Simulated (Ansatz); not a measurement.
## Geometry relaxation of SnO₂ (part 1 of 2)

The run: geometry relaxation of SnO₂ (12 atoms in the cell). Method and program: DFT PBE, scalar-relativistic, plane waves, PAW, no spin polarisation (Ansatz 0.2.0).

The structure was made by a generator, so it may or may not be a known phase.

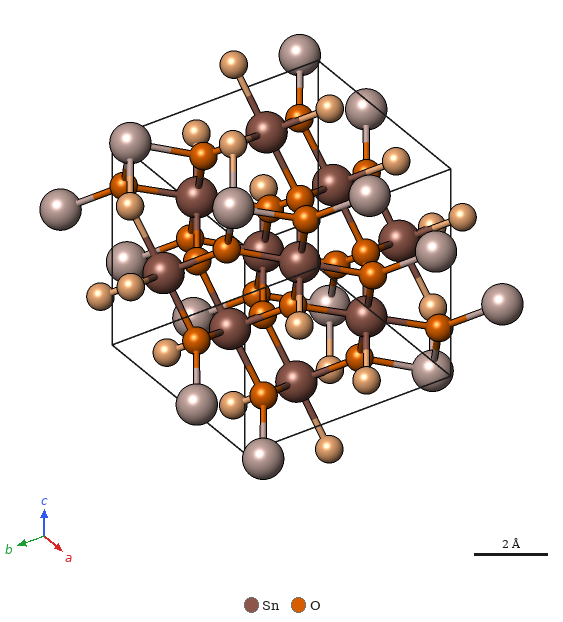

Figure 1. The structure as given in the input (ball-and-stick view of the cell 2 times as large as that of the calculation, set on its symmetry axes, seen at an oblique angle; neighbours outside the cell are drawn fainter). An atom can appear more than once, as a periodic image. Near neighbours in the periodic cell (some may lie outside the picture): Sn has 6 O at 2.09 to 2.10 Å; O has 3 Sn at 2.09 to 2.10 Å.

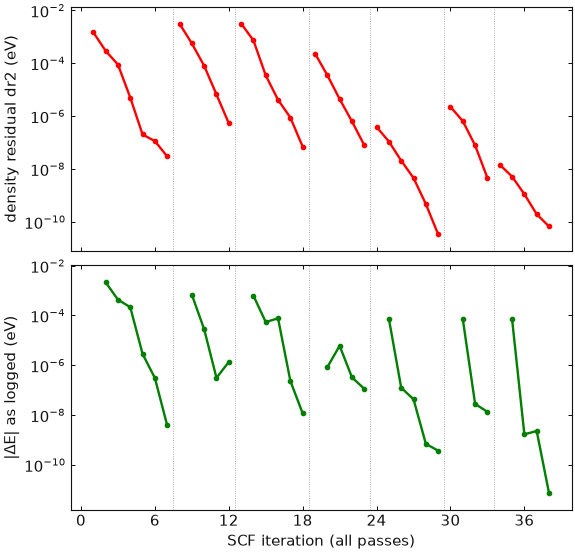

Figure 2. Convergence of the self-consistent field: density residual dr2 and size of the energy change against the SCF iteration. The dotted lines part the SCF passes of the relaxation: geometry steps, rejected trials and re-solves on a re-selected basis. The 7 passes take 4 to 7 iterations each, 38 in all.

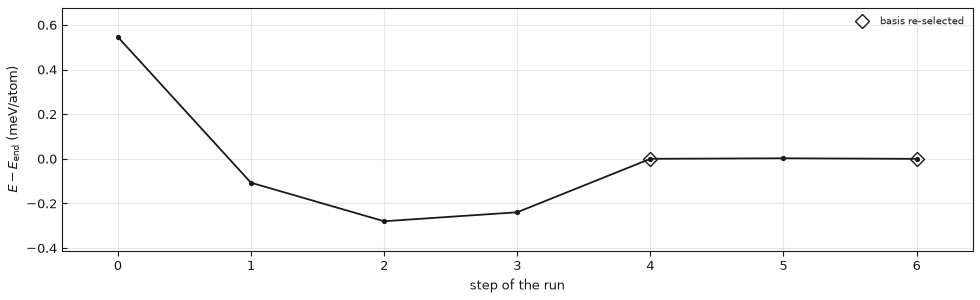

Figure 3. Progress of the relaxation, step by step (the first geometry is step 0 here and step 1 in the log).

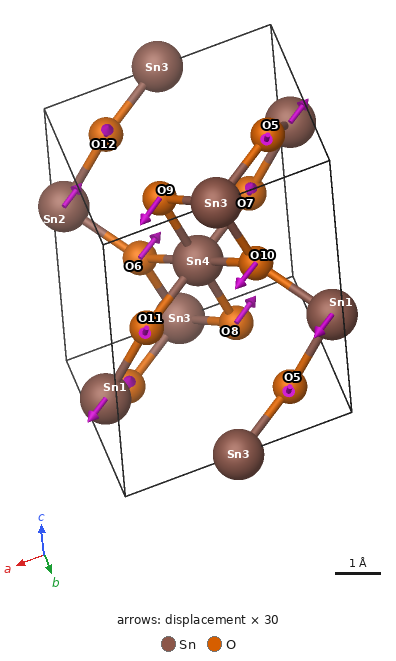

Figure 4. The starting structure with the displacements (without the part carried along by the change of the cell) as pink arrows, magnified 30 times (ball-and-stick view of the cell of the calculation, seen at an oblique angle). After 4 geometry steps the energy has fallen by 0.5 meV per atom. The largest force component goes from 0.059 to 0.00024 eV/Å. The pressure goes from −0.82 to 0.00 GPa. The basis was re-selected once at an unchanged geometry, which shifts the energy a little without any move. The largest moves relative to the cell, 0.028 Å, are those of O6, O8, O9 and O10. By element the largest moves are O 0.028 Å, Sn 0.025 Å. The volume changes by −0.4 %, with a = b = c 5.820 → 5.813 Å (−0.1 %), α 112.1° → 112.3°. Among the contacts that change: Sn1–O5 2.096 → 2.089 Å. The space group (tolerance 0.01 Å) goes from Imma (No. 74) to P4_2/mnm (No. 136). The energy change given includes the shifts at the re-selections in mid-walk, which come without any move. A last SCF at the same geometry on a re-selected plane-wave basis shifts the energy by next to nothing (0.0 meV per atom). (Atoms are counted from 1 in the order of the input.)

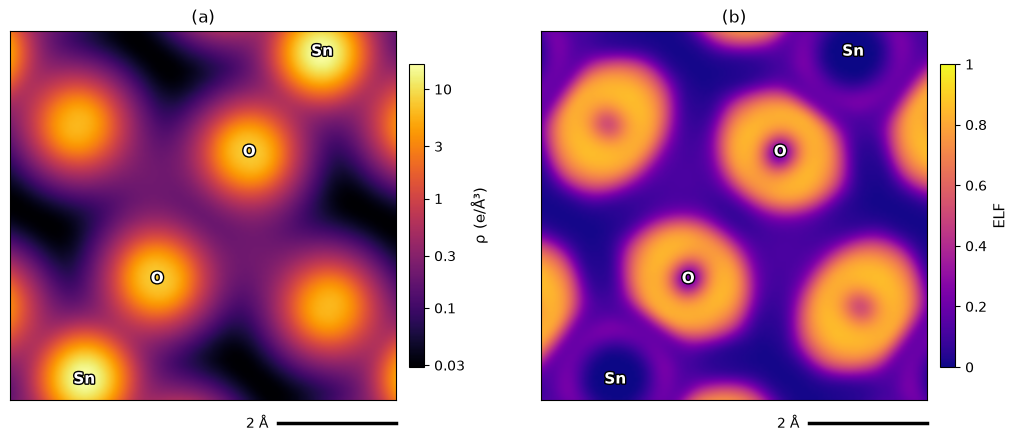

Figure 5. (a) valence charge density (pseudo); (b) ELF on the (010) plane of the calculation cell. The section cuts through Sn and O sites. Sn–O (2.09 Å): the density is about 0.61 e/Å³ at the midpoint; the ELF is about 0.25 at the midpoint. Away from the nuclei the density in this plane falls to 0.03 e/Å³ at its lowest. The fields are those of the smooth PAW valence density.

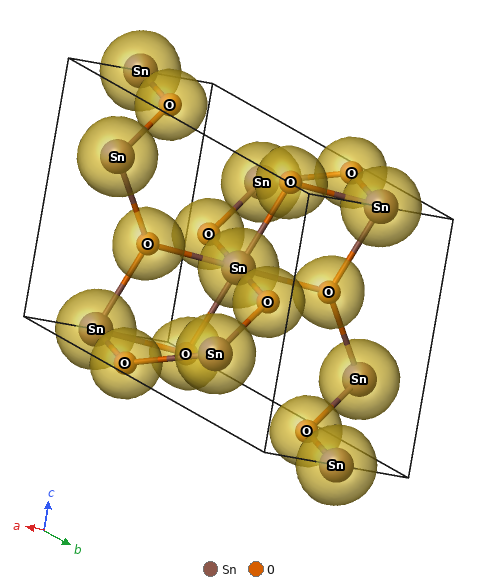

Figure 6. Isosurface of the valence electron density at 1 e/Å³ (yellow), seen at an oblique angle. Sticks mark near contacts. The outline is the calculation cell. At this value the density breaks into separate islands; it holds about 70 % of the electrons treated as valence (semicore included). It is pinched off along the Sn–O (2.09 Å) contacts. On the grid the lowest density along these lines, outside the cores, is 0.63 e/Å³ (Sn–O, 2.09 Å).

These pictures come from the run below.

### Input file
```yaml
crystal:
  lattice:
    - [-3.24889708, 3.41446996, 3.41402102]
    - [3.24889708, -3.41446996, 3.41402102]
    - [3.24889708, 3.41446996, -3.41402102]
  atoms:
    - { symbol: Sn, position: [0.99640101, 0.74640101, 0.25] }
    - { symbol: Sn, position: [0.00359899, 0.25359899, 0.75] }
    - { symbol: Sn, position: [0.5, 0.0, 0.0] }
    - { symbol: Sn, position: [0.5, 0.5, 0.5] }
    - { symbol: O, position: [0.19350399, 0.69622601, 0.00272202] }
    - { symbol: O, position: [0.69756501, 0.25406, 0.44350501] }
    - { symbol: O, position: [0.19350399, 0.19078197, 0.49727798] }
    - { symbol: O, position: [0.31055499, 0.25406, 0.05649499] }
    - { symbol: O, position: [0.68944501, 0.74594, 0.94350501] }
    - { symbol: O, position: [0.30243499, 0.74594, 0.55649499] }
    - { symbol: O, position: [0.80649601, 0.80921803, 0.50272202] }
    - { symbol: O, position: [0.80649601, 0.30377399, 0.99727798] }
basis:
  ecutwfc: 420
kpoints:
  mp_grid: { grid: [6, 6, 6] }
hamiltonian:
  xc: pbe
scf:
  occupations: { method: gaussian, width: 0.02 }
output:
  forces: true
  stress: true
  eigenvalues: true
  write_density: true
  write_potential: true
  elf: true
  volumetric_format: npy
relax:
  adjacent_minimum: "off"
  f_tol: 0.01
  max_steps: 80
  cell: { stress_tol: 0.05 }
```

Launch command:
```bash
ansatz run input.yaml --threads 1 --pin off --max-ram 2560MiB --backend cpu --events-out ev --progress --plain --runs-dir out
```

### What the program printed
```
Engine: ansatz 0.2.0, aarch64-unknown-linux-gnu
Pseudopotentials: kind: paw
Pseudopotential: Sn, paw, valence charge 14, recommended cutoff 420 eV (normal), Sn.paw.azcp
Pseudopotential: O, paw, valence charge 6, recommended cutoff 420 eV (normal), O.paw.azcp
Functional definition: PBE
  parameter kappa = 0.804
  parameter beta = 0.06672455060314922
  exchange = pbe_x(kappa = kappa, mu = beta*pi^2/3)
  correlation = pbe_c(beta = beta)
Crystal: 12 atoms, lattice volume = 151.491 Å³
Basis set: ecut = 420 eV, 2975 PW (Γ), exchange–correlation on 80×80×80 points (8 copies of the dense FFT grid, shifted against one another)
Bands: 64, of which v1, the nominal top of the filled ones, is band 52 counted from 1 (51 counted from 0)
Symmetry: 8 space group operations
Space group: Imma (ITA 74), of the structure as read, at distance tolerance 5.3e-5 Å
k-points: 46 of 216
Non-local potential: Sn, projectors of the file, l = 0: 2, l = 1: 2, l = 2: 2, l = 3: 2
Non-local potential: O, projectors of the file, l = 0: 2, l = 1: 2, l = 2: 1
PAW form: soft (Blöchl's): semilocal exchange-correlation on the pseudo side does not see the compensation charge
PAW one-centre angular grid: Sn, 590 points (default); XC on 64 Gauss nodes
PAW one-centre angular grid: O, 110 points (default); XC on 64 Gauss nodes
Initial density: superposition of atomic densities (neutral atoms: chi_scale 0, normalization atom), corrected by the library's trained network
Initial wavefunctions: pseudopotential atomic-orbital guess
Functional: x = pbe(κ = 0.804, μ = 0.2195149727645171), c = pbe(β = 0.06672455060314922)
SCF iter   1: F=—  HF=-28635.929533 eV  |F-HF|=—  |Δ(HF+E_count)|=         —  Δρ=1.39e-3  dr2=1.46e-3  ethr=1.77e-3  ⟨swp⟩=6.2  Hψ=11703  notcnv=0  defer=21
preconditioner: auto → Resta (q_TF=auto, 2.563 Å⁻¹)  ε∞=3.6  [insulator: Δε(μ)=0.628 eV  Ē_g=19.207 eV  σ=0.020 eV  W_gap=1.00  n_scr=42 (ndim 8)  ℏωp=30.8 eV  f_vac=0.037  D(μ)=0.00/eV (n_scr^D=0)  ε∞_Penn≈3.6]
SCF iter   2: F=—  HF=-28635.931680 eV  |F-HF|=—  |Δ(HF+E_count)|=   2.15e-3  Δρ=6.72e-4  dr2=2.91e-4  ethr=1.41e-6  ⟨swp⟩=2.6  Hψ=6114  notcnv=0  defer=227
SCF iter   3: F=—  HF=-28635.932110 eV  |F-HF|=—  |Δ(HF+E_count)|=   4.30e-4  Δρ=3.28e-4  dr2=8.77e-5  ethr=2.80e-7  ⟨swp⟩=2.4  Hψ=4353  notcnv=0  defer=227
SCF iter   4: F=—  HF=-28635.932324 eV  |F-HF|=—  |Δ(HF+E_count)|=   2.14e-4  Δρ=5.51e-5  dr2=4.96e-6  ethr=8.43e-8  ⟨swp⟩=2.0  Hψ=3892  notcnv=0  defer=227
SCF iter   5: F=—  HF=-28635.932327 eV  |F-HF|=—  |Δ(HF+E_count)|=   2.84e-6  Δρ=1.38e-5  dr2=1.99e-7  ethr=4.77e-9  ⟨swp⟩=2.0  Hψ=4838  notcnv=0  defer=227
SCF iter   6: F=—  HF=-28635.932327 eV  |F-HF|=—  |Δ(HF+E_count)|=   3.04e-7  Δρ=9.58e-6  dr2=1.12e-7  ethr=9.62e-11  ⟨swp⟩=16.5  Hψ=22982  notcnv=0
SCF iter   7: F=-28635.932327 eV  HF=-28635.932327 eV  |F-HF|=1.99e-8  |Δ(HF+E_count)|=   3.79e-9  Δρ=4.80e-6  dr2=2.94e-8  ethr=9.62e-11  ⟨swp⟩=9.1  Hψ=18060  notcnv=0
SCF 1 converged in 7 iterations: F = -28635.932327 eV  dr2 = 2.94e-8
  greatest PAW one-centre occupation: 0.996 electrons in one spin orbital (limit 2), on the Sn atom at site 2 (counted from 0), in its partial waves of l = 2
relax step   1: F+E_penalty+E_count = -28635.93232698 eV  Δ(F+E_penalty+E_count) = +0.000e0 eV  max|allowed force component| = 5.899e-2 eV/Å  Δτ_max = 0.0000 Å  P = -0.817 GPa  Ω = 151.491 Å³  (7 SCF iters, dr2 threshold 1.00e-7 eV, accepted)
Crystal: 12 atoms, lattice volume = 150.909 Å³
Initial density: handed on by an earlier stage of this run
Initial wavefunctions: those handed on with the density
iter 1 solved again at ethr=2.97e-6 eV; its pass at ethr=3.10e-3 eV (dr2=3.09e-3 eV) is discarded
SCF iter   1: F=—  HF=-28635.940818 eV  |F-HF|=—  |Δ(HF+E_count)|=         —  Δρ=2.34e-3  dr2=3.08e-3  ethr=2.97e-6  ⟨swp⟩=3.9  Hψ=12505  notcnv=0  defer=1
preconditioner: auto → Resta (q_TF=auto, 2.564 Å⁻¹)  ε∞=3.6  [insulator: Δε(μ)=0.680 eV  Ē_g=19.255 eV  σ=0.020 eV  W_gap=1.00  n_scr=42 (ndim 8)  ℏωp=30.8 eV  f_vac=0.035  D(μ)=0.00/eV (n_scr^D=0)  ε∞_Penn≈3.6]
SCF iter   2: F=—  HF=-28635.940135 eV  |F-HF|=—  |Δ(HF+E_count)|=   6.82e-4  Δρ=1.08e-3  dr2=5.56e-4  ethr=2.96e-6  ⟨swp⟩=2.5  Hψ=5547  notcnv=0
SCF iter   3: F=—  HF=-28635.940163 eV  |F-HF|=—  |Δ(HF+E_count)|=   2.78e-5  Δρ=2.99e-4  dr2=7.89e-5  ethr=5.34e-7  ⟨swp⟩=2.1  Hψ=3903  notcnv=0
SCF iter   4: F=—  HF=-28635.940163 eV  |F-HF|=—  |Δ(HF+E_count)|=   3.10e-7  Δρ=6.91e-5  dr2=6.50e-6  ethr=7.59e-8  ⟨swp⟩=2.0  Hψ=3962  notcnv=0
SCF iter   5: F=-28635.940164 eV  HF=-28635.940164 eV  |F-HF|=1.11e-7  |Δ(HF+E_count)|=   1.34e-6  Δρ=2.22e-5  dr2=5.30e-7  ethr=1.15e-9  ⟨swp⟩=14.1  Hψ=25025  notcnv=0
SCF 2 converged in 5 iterations: F = -28635.940164 eV  dr2 = 5.30e-7
relax step   2: F+E_penalty+E_count = -28635.94016410 eV  Δ(F+E_penalty+E_count) = -7.837e-3 eV  max|allowed force component| = 4.256e-2 eV/Å  Δτ_max = 0.0122 Å  P = -0.007 GPa  Ω = 150.909 Å³  energy of the carried Pulay correction = +2.932e-3 eV  (5 SCF iters, dr2 threshold 1.20e-6 eV, accepted)
Crystal: 12 atoms, lattice volume = 150.745 Å³
Basis set: ecut = 420 eV, 2959 PW (Γ), exchange–correlation on 80×80×80 points (8 copies of the dense FFT grid, shifted against one another)
iter 1 solved again at ethr=3.00e-6 eV; its pass at ethr=3.10e-3 eV (dr2=3.12e-3 eV) is discarded
SCF iter   1: F=—  HF=-28635.942834 eV  |F-HF|=—  |Δ(HF+E_count)|=         —  Δρ=2.55e-3  dr2=3.14e-3  ethr=3.00e-6  ⟨swp⟩=4.3  Hψ=11408  notcnv=0  defer=1
preconditioner: auto → Resta (q_TF=auto, 2.565 Å⁻¹)  ε∞=3.6  [insulator: Δε(μ)=0.690 eV  Ē_g=19.260 eV  σ=0.020 eV  W_gap=1.00  n_scr=42 (ndim 8)  ℏωp=30.8 eV  f_vac=0.035  D(μ)=0.00/eV (n_scr^D=0)  ε∞_Penn≈3.6]
SCF iter   2: F=—  HF=-28635.942213 eV  |F-HF|=—  |Δ(HF+E_count)|=   6.21e-4  Δρ=1.24e-3  dr2=7.24e-4  ethr=3.00e-6  ⟨swp⟩=2.1  Hψ=4342  notcnv=0
SCF iter   3: F=—  HF=-28635.942159 eV  |F-HF|=—  |Δ(HF+E_count)|=   5.41e-5  Δρ=1.73e-4  dr2=3.42e-5  ethr=6.96e-7  ⟨swp⟩=2.6  Hψ=4833  notcnv=0
SCF iter   4: F=—  HF=-28635.942235 eV  |F-HF|=—  |Δ(HF+E_count)|=   7.62e-5  Δρ=5.99e-5  dr2=4.07e-6  ethr=3.29e-8  ⟨swp⟩=2.0  Hψ=4014  notcnv=0
SCF iter   5: F=—  HF=-28635.942236 eV  |F-HF|=—  |Δ(HF+E_count)|=   2.33e-7  Δρ=2.79e-5  dr2=8.70e-7  ethr=3.91e-9  ⟨swp⟩=2.1  Hψ=4301  notcnv=0
SCF iter   6: F=-28635.942236 eV  HF=-28635.942236 eV  |F-HF|=1.51e-8  |Δ(HF+E_count)|=   1.15e-8  Δρ=7.72e-6  dr2=6.85e-8  ethr=1.09e-10  ⟨swp⟩=11.0  Hψ=22466  notcnv=0
SCF 3 converged in 6 iterations: F = -28635.942236 eV  dr2 = 6.85e-8
relax step   3: F+E_penalty+E_count = -28635.94223573 eV  Δ(F+E_penalty+E_count) = -2.072e-3 eV  max|allowed force component| = 2.346e-2 eV/Å  Δτ_max = 0.0145 Å  P = +0.223 GPa  Ω = 150.745 Å³  energy of the carried Pulay correction = +3.759e-3 eV  (6 SCF iters, dr2 threshold 1.13e-7 eV, accepted)
Crystal: 12 atoms, lattice volume = 150.921 Å³
iter 1 solved again at ethr=2.14e-7 eV; its pass at ethr=3.10e-3 eV (dr2=2.23e-4 eV) is discarded
SCF iter   1: F=—  HF=-28635.941761 eV  |F-HF|=—  |Δ(HF+E_count)|=         —  Δρ=5.40e-4  dr2=2.30e-4  ethr=2.14e-7  ⟨swp⟩=3.6  Hψ=11646  notcnv=0
preconditioner: auto → Resta (q_TF=auto, 2.564 Å⁻¹)  ε∞=3.6  [insulator: Δε(μ)=0.678 eV  Ē_g=19.250 eV  σ=0.020 eV  W_gap=1.00  n_scr=42 (ndim 8)  ℏωp=30.8 eV  f_vac=0.037  D(μ)=0.00/eV (n_scr^D=0)  ε∞_Penn≈3.6]
SCF iter   2: F=—  HF=-28635.941760 eV  |F-HF|=—  |Δ(HF+E_count)|=   8.29e-7  Δρ=2.28e-4  dr2=3.50e-5  ethr=2.14e-7  ⟨swp⟩=3.0  Hψ=5693  notcnv=0
SCF iter   3: F=—  HF=-28635.941754 eV  |F-HF|=—  |Δ(HF+E_count)|=   6.00e-6  Δρ=6.19e-5  dr2=4.36e-6  ethr=3.37e-8  ⟨swp⟩=2.0  Hψ=3880  notcnv=0
SCF iter   4: F=—  HF=-28635.941754 eV  |F-HF|=—  |Δ(HF+E_count)|=   3.26e-7  Δρ=2.15e-5  dr2=6.24e-7  ethr=4.20e-9  ⟨swp⟩=2.2  Hψ=4768  notcnv=0
SCF iter   5: F=-28635.941754 eV  HF=-28635.941754 eV  |F-HF|=2.04e-8  |Δ(HF+E_count)|=   1.12e-7  Δρ=7.59e-6  dr2=7.83e-8  ethr=2.34e-10  ⟨swp⟩=13.6  Hψ=22513  notcnv=0
SCF 4 converged in 5 iterations: F = -28635.941754 eV  dr2 = 7.83e-8
  greatest PAW one-centre occupation: 0.996 electrons in one spin orbital (limit 2), on the Sn atom at site 3 (counted from 0), in its partial waves of l = 2
relax step   4: F+E_penalty+E_count = -28635.94175410 eV  Δ(F+E_penalty+E_count) = +4.816e-4 eV  max|allowed force component| = 2.857e-3 eV/Å  Δτ_max = 0.0032 Å  P = +0.017 GPa  Ω = 150.921 Å³  energy of the carried Pulay correction = +2.867e-3 eV  (5 SCF iters, dr2 threshold 2.43e-7 eV, accepted)
Initial wavefunctions: pseudopotential atomic-orbital guess (no wavefunctions were taken with the density)
iter 1 solved again at ethr=7.40e-8 eV; its pass at ethr=3.10e-3 eV (dr2=7.69e-5 eV) is discarded
SCF iter   1: F=—  HF=-28635.938806 eV  |F-HF|=—  |Δ(HF+E_count)|=         —  Δρ=3.67e-5  dr2=3.83e-7  ethr=7.40e-8  ⟨swp⟩=3.7  Hψ=20778  notcnv=0
preconditioner: auto → Resta (q_TF=auto, 2.564 Å⁻¹)  ε∞=3.6  [insulator: Δε(μ)=0.678 eV  Ē_g=19.251 eV  σ=0.020 eV  W_gap=1.00  n_scr=42 (ndim 8)  ℏωp=30.8 eV  f_vac=0.037  D(μ)=0.00/eV (n_scr^D=0)  ε∞_Penn≈3.6]
SCF iter   2: F=—  HF=-28635.938879 eV  |F-HF|=—  |Δ(HF+E_count)|=   7.29e-5  Δρ=1.76e-5  dr2=1.08e-7  ethr=3.68e-10  ⟨swp⟩=2.7  Hψ=5497  notcnv=0
SCF iter   3: F=—  HF=-28635.938879 eV  |F-HF|=—  |Δ(HF+E_count)|=   1.24e-7  Δρ=8.37e-6  dr2=2.03e-8  ethr=1.04e-10  ⟨swp⟩=2.0  Hψ=3766  notcnv=0
SCF iter   4: F=—  HF=-28635.938879 eV  |F-HF|=—  |Δ(HF+E_count)|=   4.26e-8  Δρ=1.83e-6  dr2=4.51e-9  ethr=1.95e-11  ⟨swp⟩=2.0  Hψ=4416  notcnv=0
SCF iter   5: F=—  HF=-28635.938879 eV  |F-HF|=—  |Δ(HF+E_count)|=  6.91e-10  Δρ=5.33e-7  dr2=4.65e-10  ethr=4.33e-12  ⟨swp⟩=2.0  Hψ=3951  notcnv=0
SCF iter   6: F=-28635.938879 eV  HF=-28635.938879 eV  |F-HF|=0.00e0  |Δ(HF+E_count)|=  3.64e-10  Δρ=1.67e-7  dr2=3.34e-11  ethr=1.00e-12  ⟨swp⟩=7.8  Hψ=14878  notcnv=0
SCF 5 converged in 6 iterations: F = -28635.938879 eV  dr2 = 3.34e-11
  greatest PAW one-centre occupation: 0.996 electrons in one spin orbital (limit 2), on the Sn atom at site 1 (counted from 0), in its partial waves of l = 2
relax step   5: F+E_penalty+E_count = -28635.93887918 eV  Δ(F+E_penalty+E_count) = +2.875e-3 eV  max|allowed force component| = 2.892e-3 eV/Å  Δτ_max = 0.0000 Å  P = -0.012 GPa  Ω = 150.921 Å³  stress off target by 8.53e-2 GPa  SCF on the basis re-selected at this cell (its energy is not comparable with the rows above)  (6 SCF iters)
basis re-selected at this cell: Δ(F+E_penalty+E_count) = +2.875e-3 eV, ΔP = -0.029 GPa vs the last step (what re-selecting the basis moved, of the pressure what is left beyond the Pulay correction that the steps carried, after the strain that the cell walked since its last selection, with what the two solves' SCF thresholds leave and, on support functions, any second-order correction that the steps lacked; it is no measure of the basis error at this ecutwfc). This SCF's stress stands 8.53e-2 GPa from its target on what of the cell is left free (relax.cell.stress_tol is 5.00e-2 GPa) and its largest allowed force component is 2.89e-3 eV/Å (relax.f_tol is 1.00e-2 eV/Å): not within both, so this SCF does not close the relaxation
```
